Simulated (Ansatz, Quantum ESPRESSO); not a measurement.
# 1T-ZrSe2, 2 layers, AA stacking: the dipole at a withheld member of a series

Method. Quantum ESPRESSO 7.5, PBE, GBRV ultrasoft. Cell and atoms are relaxed without a field with a D3(BJ) correction and then held. Sawtooth field with dipole correction, 17 Å of vacuum in the starting cell, Fermi-Dirac smearing of 0.002 Ry; bands along a path at each field. The series steps the field along the normal.

| field along the normal | dipole (e Å) |
| --- | --- |
| 0 V/Å | −0.000 |
| 0.05 V/Å | 0.036 |
| 0.1 V/Å | 0.072 |
| 0.2 V/Å | 0.145 |
| 0.3 V/Å | 0.218 |

One more run was made and is withheld. What is the dipole at 0.4 V/Å?

By hand: The rows at 0.2 V/Å and 0.3 V/Å give a slope of (0.218 − (0.145))/(0.3 − (0.2)) = 0.73, so a straight line gives 0.291 e Å. A parabola through these and the row at 0.1 V/Å gives 0.291 e Å.

**The withheld run.** 0.292 e Å. The line misses by −0.001 and the parabola by −0.001 e Å. Both misses are under 5 % of the step from the nearer row.

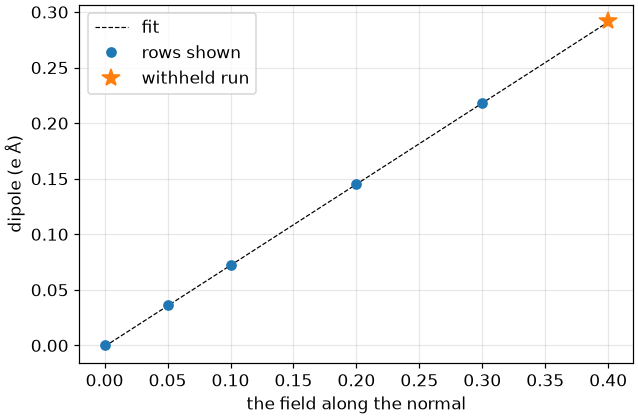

The rows shown, the fit and the withheld run.

**Limits.** Ions are held; semilocal gaps are too small; in strong fields empty levels can belong to the vacuum; one stacking. Members without a usable value, or on the other side of zero field or charge, are not listed.
